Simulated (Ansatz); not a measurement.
Single-point calculation, with input and output: ZrS₂ (part 1 of 2)

The run: single-point calculation of ZrS₂ (48 atoms in the cell). Method and program: DFT PBE, scalar-relativistic, plane waves, PAW, no spin polarisation (Ansatz 0.2.0).

The structure derives from a Materials Project entry. It belongs to a series of runs on one base structure; here: the perfect crystal in a cell of 48 atoms.

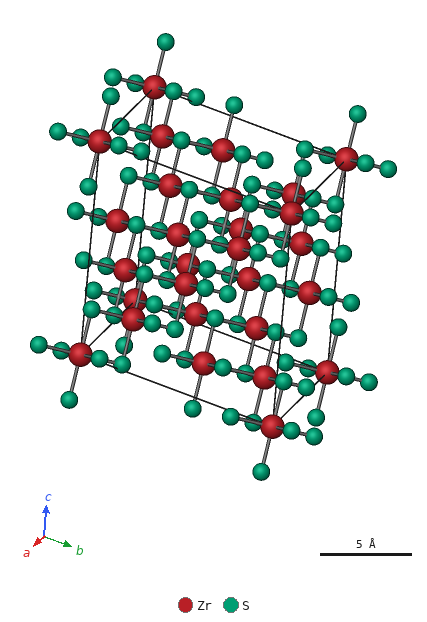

Fig. 1: The structure (ball-and-stick view of the cell of the calculation, seen slightly off an axis; bonded neighbours outside the cell are drawn too).

### Results in brief

```tsv
quantity	value
outcome	converged
space group (tolerance 0.01 Å)	P-3m1 (164)
electrons treated	384
free energy	−95882.4513 eV
Fermi energy	5.603 eV
gap on the k-point mesh	1.20 eV
pressure	0.01 GPa
largest force (length of the vector)	under 0.001 eV/Å
hardware	4 threads of Arm Neoverse V1, 24 GiB of memory available, shared host
wall time	41 s (CPU time 2.7 min)
peak memory	4.6 GiB
```

### Input file
```yaml
crystal:
  lattice:
    - [7.3704169056, 6.3829682768, 6.7579064593]
    - [-7.3704169056, 6.3829682768, -6.7579064593]
    - [-7.3704169056, -6.3829682768, 6.7579064593]
  atoms:
    - { symbol: Zr, position: [0.0, 0.75, 0.75] }
    - { symbol: Zr, position: [0.25, 0.125, 0.875] }
    - { symbol: Zr, position: [0.0, 0.5, 0.5] }
    - { symbol: Zr, position: [0.25, 0.875, 0.625] }
    - { symbol: Zr, position: [0.0, 0.25, 0.25] }
    - { symbol: Zr, position: [0.5, 0.25, 0.75] }
    - { symbol: Zr, position: [0.25, 0.625, 0.375] }
    - { symbol: Zr, position: [0.75, 0.625, 0.875] }
    - { symbol: Zr, position: [0.0, 0.0, 0.0] }
    - { symbol: Zr, position: [0.5, 0.0, 0.5] }
    - { symbol: Zr, position: [0.25, 0.375, 0.125] }
    - { symbol: Zr, position: [0.75, 0.375, 0.625] }
    - { symbol: Zr, position: [0.5, 0.75, 0.25] }
    - { symbol: Zr, position: [0.75, 0.125, 0.375] }
    - { symbol: Zr, position: [0.5, 0.5, 0.0] }
    - { symbol: Zr, position: [0.75, 0.875, 0.125] }
    - { symbol: S, position: [0.4761751102, 0.7083333333, 0.0178417768] }
    - { symbol: S, position: [0.7261751102, 0.0833333333, 0.1428417768] }
    - { symbol: S, position: [0.4761751102, 0.4583333333, 0.7678417768] }
    - { symbol: S, position: [0.7261751102, 0.8333333333, 0.8928417768] }
    - { symbol: S, position: [0.4761751102, 0.2083333333, 0.5178417768] }
    - { symbol: S, position: [0.9761751102, 0.2083333333, 0.0178417768] }
    - { symbol: S, position: [0.7261751102, 0.5833333333, 0.6428417768] }
    - { symbol: S, position: [0.2261751102, 0.5833333333, 0.1428417768] }
    - { symbol: S, position: [0.4761751102, 0.9583333333, 0.2678417768] }
    - { symbol: S, position: [0.9761751102, 0.9583333333, 0.7678417768] }
    - { symbol: S, position: [0.7261751102, 0.3333333333, 0.3928417768] }
    - { symbol: S, position: [0.2261751102, 0.3333333333, 0.8928417768] }
    - { symbol: S, position: [0.9761751102, 0.7083333333, 0.5178417768] }
    - { symbol: S, position: [0.2261751102, 0.0833333333, 0.6428417768] }
    - { symbol: S, position: [0.9761751102, 0.4583333333, 0.2678417768] }
    - { symbol: S, position: [0.2261751102, 0.8333333333, 0.3928417768] }
    - { symbol: S, position: [0.2738248898, 0.9166666667, 0.8571582232] }
    - { symbol: S, position: [0.5238248898, 0.2916666667, 0.9821582232] }
    - { symbol: S, position: [0.2738248898, 0.6666666667, 0.6071582232] }
    - { symbol: S, position: [0.5238248898, 0.0416666667, 0.7321582232] }
    - { symbol: S, position: [0.2738248898, 0.4166666667, 0.3571582232] }
    - { symbol: S, position: [0.7738248898, 0.4166666667, 0.8571582232] }
    - { symbol: S, position: [0.5238248898, 0.7916666667, 0.4821582232] }
    - { symbol: S, position: [0.0238248898, 0.7916666667, 0.9821582232] }
    - { symbol: S, position: [0.2738248898, 0.1666666667, 0.1071582231] }
    - { symbol: S, position: [0.7738248898, 0.1666666667, 0.6071582232] }
    - { symbol: S, position: [0.5238248898, 0.5416666667, 0.2321582231] }
    - { symbol: S, position: [0.0238248898, 0.5416666667, 0.7321582232] }
    - { symbol: S, position: [0.7738248898, 0.9166666667, 0.3571582232] }
    - { symbol: S, position: [0.0238248898, 0.2916666667, 0.4821582232] }
    - { symbol: S, position: [0.7738248898, 0.6666666667, 0.1071582231] }
    - { symbol: S, position: [0.0238248898, 0.0416666667, 0.2321582232] }
basis:
  ecutwfc: 420
  xc_grid: 2
kpoints:
  mp_grid: { grid: [2, 2, 2], shift: [0.5, 0.5, 0.5] }
hamiltonian:
  xc: pbe
scf:
  occupations: { method: gaussian, width: 0.01 }
output:
  forces: true
  stress: true
  eigenvalues: true
  write_density: true
  write_potential: true
  elf: true
  volumetric_format: npy
```

Launched with:
```bash
ansatz run input.yaml --threads 4 --pin off --max-ram 6144MiB --backend cpu --events-out ev --progress --plain --runs-dir out
```

### What the program printed
```
Engine: ansatz 0.2.0, aarch64-unknown-linux-gnu
Pseudopotentials: kind: paw
Pseudopotential: Zr, paw, valence charge 12, recommended cutoff 420 eV (normal), Zr.paw.azcp
Pseudopotential: S, paw, valence charge 6, recommended cutoff 420 eV (normal), S.paw.azcp
Functional definition: PBE
  parameter kappa = 0.804
  parameter beta = 0.06672455060314922
  exchange = pbe_x(kappa = kappa, mu = beta*pi^2/3)
  correlation = pbe_c(beta = beta)
Crystal: 48 atoms, lattice volume = 1271.707 Å³
Basis set: ecut = 420 eV, 24871 PW (Γ), exchange–correlation on 160×160×160 points (8 copies of the dense FFT grid, shifted against one another)
Bands: 240, of which v1, the nominal top of the filled ones, is band 192 counted from 1 (191 counted from 0)
Symmetry: 64 space group operations
Space group: P-3m1 (ITA 164), of the structure as read, at distance tolerance 1.1e-4 Å
k-points: 4 of 8
Non-local potential: Zr, projectors of the file, l = 0: 3, l = 1: 2, l = 2: 2, l = 3: 2
Non-local potential: S, projectors of the file, l = 0: 2, l = 1: 2, l = 2: 2
PAW form: soft (Blöchl's): semilocal exchange-correlation on the pseudo side does not see the compensation charge
PAW one-centre angular grid: Zr, 590 points (default); XC on 64 Gauss nodes
PAW one-centre angular grid: S, 110 points (default); XC on 64 Gauss nodes
Initial density: superposition of atomic densities (neutral atoms: chi_scale 0, normalization atom), corrected by the library's trained network
Initial wavefunctions: pseudopotential atomic-orbital guess
Functional: x = pbe(κ = 0.804, μ = 0.2195149727645171), c = pbe(β = 0.06672455060314922)
SCF iter   1: F=—  HF=-95882.452392 eV  |F-HF|=—  |Δ(HF+E_count)|=         —  Δρ=1.23e-3  dr2=1.71e-2  ethr=1.77e-3  ⟨swp⟩=6.0  Hψ=3508  notcnv=0  defer=101
preconditioner: auto → Resta (q_TF=auto, 2.235 Å⁻¹)  ε∞=6.5  [insulator: Δε(μ)=1.202 eV  Ē_g=7.135 eV  σ=0.010 eV  W_gap=1.00  n_scr=240 (ndim 8)  ℏωp=16.7 eV  f_vac=0.149  D(μ)=0.00/eV (n_scr^D=0)  ε∞_Penn≈6.5]
SCF iter   2: F=—  HF=-95882.445942 eV  |F-HF|=—  |Δ(HF+E_count)|=   6.45e-3  Δρ=6.93e-4  dr2=4.49e-3  ethr=4.46e-6  ⟨swp⟩=2.0  Hψ=1897  notcnv=0  defer=167
SCF iter   3: F=—  HF=-95882.449386 eV  |F-HF|=—  |Δ(HF+E_count)|=   3.44e-3  Δρ=1.98e-4  dr2=1.75e-3  ethr=1.17e-6  ⟨swp⟩=2.0  Hψ=1286  notcnv=0  defer=167
SCF iter   4: F=—  HF=-95882.449421 eV  |F-HF|=—  |Δ(HF+E_count)|=   3.47e-5  Δρ=6.89e-5  dr2=1.79e-4  ethr=4.56e-7  ⟨swp⟩=2.0  Hψ=1160  notcnv=0  defer=167
SCF iter   5: F=—  HF=-95882.449548 eV  |F-HF|=—  |Δ(HF+E_count)|=   1.27e-4  Δρ=2.74e-5  dr2=1.76e-5  ethr=4.67e-8  ⟨swp⟩=2.0  Hψ=1177  notcnv=0  defer=167
SCF iter   6: F=—  HF=-95882.451268 eV  |F-HF|=—  |Δ(HF+E_count)|=   1.72e-3  Δρ=1.06e-5  dr2=1.82e-6  ethr=4.58e-9  ⟨swp⟩=2.0  Hψ=1305  notcnv=0  defer=167
SCF iter   7: F=-95882.451268 eV  HF=-95882.451268 eV  |F-HF|=3.22e-8  |Δ(HF+E_count)|=   4.97e-7  Δρ=1.50e-6  dr2=3.82e-8  ethr=2.60e-11  ⟨swp⟩=14.5  Hψ=7508  notcnv=0
SCF 1 converged in 7 iterations: F = -95882.451268 eV  dr2 = 3.82e-8
  greatest PAW one-centre occupation: 0.995 electrons in one spin orbital (limit 2), on the Zr atom at site 15 (counted from 0), in its partial waves of l = 0
```

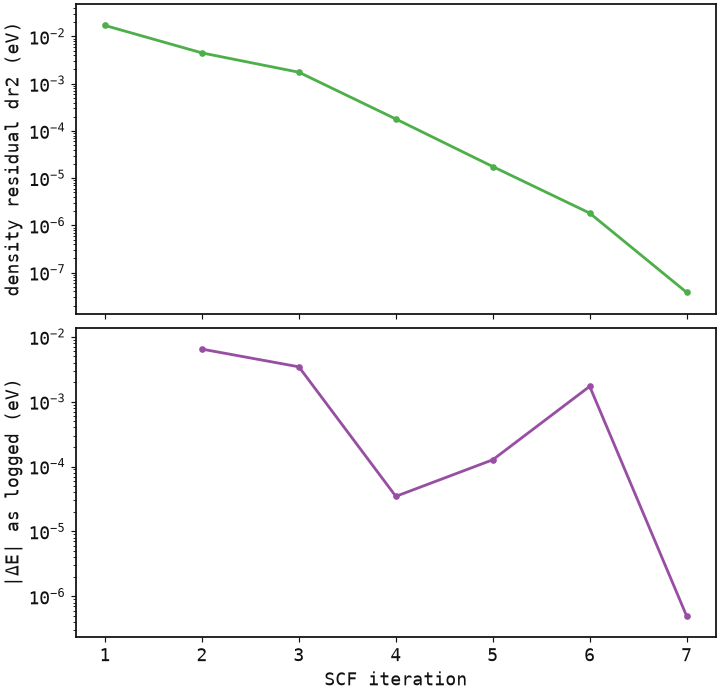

Fig. 2: Convergence of the self-consistent field: density residual dr2 and size of the energy change against the SCF iteration. The residual falls at every step.

```
SCF converged after 7 iterations
Free energy (F): -95882.451268 eV
Harris-Foulkes:  -95882.451268 eV  (|F-HF|=3.22e-8)
Internal energy: -95882.451268 eV  (E = F + TS)
E sigma→0 (E₀):  -95882.451268 eV
Fermi energy:    5.603017 eV
--- Per-component energies (eV) ---
  E_band       = -3367.305433
  E_kinetic    = 8730.041902
  E_local      = -27359.069338  (includes V_loc(G=0)·N_el)
  E_nonlocal   = 2151.995570
  E_hartree    = 10198.956525
  E_xc         = -5703.242041
  E_vxc        = -5861.931300  (∫ρ·V_xc dr)
  E_paw        = -66460.398332  (= ΣΔE_a)
  E_vpaw       = -1426.258009  (= ΣTr[D̂ρ^β])
  E_aug_tail   = 0.000435  (compensation charges beyond the density's cutoff)
  E_ewald      = -17440.735988
  E_smearing   = -0.000000  (= −TS)
  E_closure    = -0.000000  (closes the sum)
  Σ components = -95882.451268   (vs F -95882.451268, Δ=0.00e0)
--- Forces (eV/Å), atoms counted from 1 ---
  atom   1  Zr    -0.00000000     0.00000000    -0.00000000
  atom   2  Zr    -0.00000000    -0.00000000     0.00000000
  atom   3  Zr     0.00000000     0.00000000    -0.00000000
  atom   4  Zr     0.00000000    -0.00000000    -0.00000000
  atom   5  Zr     0.00000000     0.00000000     0.00000000
  atom   6  Zr     0.00000000     0.00000000     0.00000000
  atom   7  Zr    -0.00000000    -0.00000000     0.00000000
  atom   8  Zr    -0.00000000     0.00000000     0.00000000
  atom   9  Zr     0.00000000     0.00000000    -0.00000000
  atom  10  Zr    -0.00000000     0.00000000     0.00000000
  atom  11  Zr     0.00000000    -0.00000000     0.00000000
  atom  12  Zr    -0.00000000    -0.00000000    -0.00000000
  atom  13  Zr     0.00000000     0.00000000     0.00000000
  atom  14  Zr    -0.00000000     0.00000000     0.00000000
  atom  15  Zr    -0.00000000     0.00000000     0.00000000
  atom  16  Zr    -0.00000000    -0.00000000    -0.00000000
  atom  17  S      0.00000000    -0.00021725    -0.00030805
  atom  18  S     -0.00000000    -0.00021725    -0.00030805
  atom  19  S      0.00000000    -0.00021725    -0.00030805
  atom  20  S     -0.00000000    -0.00021725    -0.00030805
  atom  21  S      0.00000000    -0.00021725    -0.00030805
  atom  22  S     -0.00000000    -0.00021725    -0.00030805
  atom  23  S     -0.00000000    -0.00021725    -0.00030805
  atom  24  S      0.00000000    -0.00021725    -0.00030805
  atom  25  S      0.00000000    -0.00021725    -0.00030805
  atom  26  S     -0.00000000    -0.00021725    -0.00030805
  atom  27  S     -0.00000000    -0.00021725    -0.00030805
  atom  28  S      0.00000000    -0.00021725    -0.00030805
  atom  29  S     -0.00000000    -0.00021725    -0.00030805
  atom  30  S      0.00000000    -0.00021725    -0.00030805
  atom  31  S     -0.00000000    -0.00021725    -0.00030805
  atom  32  S      0.00000000    -0.00021725    -0.00030805
  atom  33  S     -0.00000000     0.00021725     0.00030805
  atom  34  S     -0.00000000     0.00021725     0.00030805
  atom  35  S     -0.00000000     0.00021725     0.00030805
  atom  36  S     -0.00000000     0.00021725     0.00030805
  atom  37  S     -0.00000000     0.00021725     0.00030805
  atom  38  S      0.00000000     0.00021725     0.00030805
  atom  39  S     -0.00000000     0.00021725     0.00030805
  atom  40  S      0.00000000     0.00021725     0.00030805
  atom  41  S     -0.00000000     0.00021725     0.00030805
  atom  42  S      0.00000000     0.00021725     0.00030805
  atom  43  S     -0.00000000     0.00021725     0.00030805
  atom  44  S      0.00000000     0.00021725     0.00030805
  atom  45  S      0.00000000     0.00021725     0.00030805
  atom  46  S      0.00000000     0.00021725     0.00030805
  atom  47  S      0.00000000     0.00021725     0.00030805
  atom  48  S      0.00000000     0.00021725     0.00030805
  max |Σ_I F_I| component: 8.13e-19 eV/Å
--- Stress (GPa, compression-positive) ---
        0.025158      -0.000000      -0.000000
       -0.000000      -0.010822       0.000718
        0.000000       0.000718       0.006725
  P = ⅓ Tr σ = 0.0070 GPa (0.070 kbar)
--- Band table (eV) ---
  k-point 0: bands = ["-43.8765", "-43.8765", "-43.8765", "-43.8765", "-43.8668", "-43.8668", "-43.8668", "-43.8668", "-43.8649", "-43.8649", "-43.8649", "-43.8649", "-43.8620", "-43.8620", "-43.8620", "-43.8620", "-22.0076", "-22.0076", "-22.0076", "-22.0076", "-21.9950", "-21.9950", "-21.9950", "-21.9950", "-21.9817", "-21.9817", "-21.9817", "-21.9817", "-21.9212", "-21.9212", "-21.9212", "-21.9212", "-21.8909", "-21.8909", "-21.8909", "-21.8909", "-21.8908", "-21.8908", "-21.8908", "-21.8908",
      "-21.8855", "-21.8855", "-21.8855", "-21.8855", "-21.8761", "-21.8761", "-21.8761", "-21.8761", "-21.8544", "-21.8544", "-21.8544", "-21.8544", "-21.8499", "-21.8499", "-21.8499", "-21.8499", "-21.8358", "-21.8358", "-21.8358", "-21.8358", "-21.8030", "-21.8030", "-21.8030", "-21.8030", "-7.0854", "-7.0854", "-7.0838", "-7.0838", "-6.5656", "-6.5656", "-6.5364", "-6.5364", "-6.4732", "-6.4732", "-6.4476", "-6.4476", "-6.3773", "-6.3773", "-6.3721", "-6.3721",
      "-6.2442", "-6.2442", "-6.2395", "-6.2395", "-6.2370", "-6.2370", "-6.2132", "-6.2132", "-6.2096", "-6.2096", "-6.1838", "-6.1838", "-6.1013", "-6.1013", "-6.0953", "-6.0953", "1.2367", "1.2367", "1.2382", "1.2382", "1.3427", "1.3427", "1.3641", "1.3641", "1.3947", "1.3947", "1.4475", "1.4475", "1.6173", "1.6173", "1.6517", "1.6517", "1.9486", "1.9486", "1.9516", "1.9516", "1.9669", "1.9669", "2.0087", "2.0087",
      "2.0188", "2.0188", "2.0362", "2.0362", "2.0672", "2.0672", "2.0678", "2.0678", "2.5304", "2.5304", "2.5360", "2.5360", "2.6477", "2.6477", "2.6789", "2.6789", "2.6889", "2.6889", "2.7126", "2.7126", "2.7547", "2.7547", "2.7728", "2.7728", "2.7770", "2.7770", "2.8190", "2.8190", "2.8924", "2.8924", "2.9365", "2.9365", "2.9958", "2.9958", "3.0327", "3.0327", "3.1673", "3.1673", "3.1870", "3.1870",
      "3.5040", "3.5040", "3.5390", "3.5390", "3.7160", "3.7160", "3.7337", "3.7337", "3.7880", "3.7880", "3.8318", "3.8318", "3.8769", "3.8769", "3.9105", "3.9105", "4.0236", "4.0236", "4.1211", "4.1211", "4.1879", "4.1879", "4.3393", "4.3393", "4.3426", "4.3426", "4.3591", "4.3591", "4.6206", "4.6206", "4.6454", "4.6454", "6.4510", "6.4510", "6.5312", "6.5312", "6.7082", "6.7082", "6.8012", "6.8012",
      "6.8681", "6.8681", "6.8976", "6.8976", "6.9688", "6.9688", "6.9995", "6.9995", "7.2303", "7.2303", "7.2525", "7.2525", "7.9458", "7.9458", "8.0130", "8.0130", "8.0293", "8.0293", "8.0526", "8.0526", "8.0544", "8.0544", "8.0883", "8.0883", "8.1786", "8.1786", "8.2387", "8.2387", "8.3696", "8.3696", "8.3933", "8.3933", "8.4852", "8.4852", "8.5600", "8.5600", "8.5709", "8.5709", "8.5755", "8.5755"]
```
